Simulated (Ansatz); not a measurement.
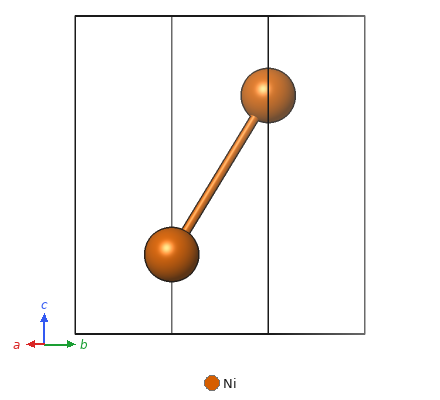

Ni (P6_3/mmc, No. 194): the end point of a relaxation at fixed volume with DFT PBE, spin-orbit coupling, plane waves, PAW (Ansatz); the starting structure was generated, so it need not be a known form of this composition.

Space group P6_3/mmc (No. 194). a = 2.484 Å, b = 2.484 Å, c = 4.089 Å, α = 90.00°, β = 90.00°, γ = 120.00°
```tsv
atom	site	symmetry	x	y	z
Ni	2d	-6m2	0.3333	0.6667	0.7500
```

### What will a dark-field STEM-like image along [210] show? Simulation: incoherent imaging, intensity Z^1.6 per atom, probe width 0.62 Å, thin sample. The probe carries 25 % of its weight in a tail 2.5 times as wide. The display is stretched by a gamma of 0.65; percentages refer to the linear signal. Shot noise was added.

The columns repeat on a rectangular net of 1.24 × 2.04 Å (plane group p2mm). All columns are alike (Ni). The shortest distance between visible columns is 1.24 Å in projection. Along the beam the structure repeats every 4.30 Å.

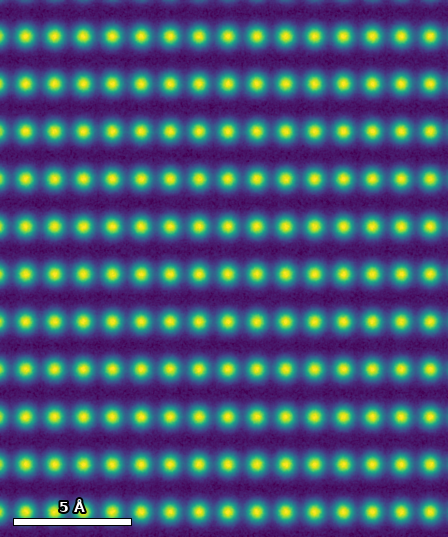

The simulated image.
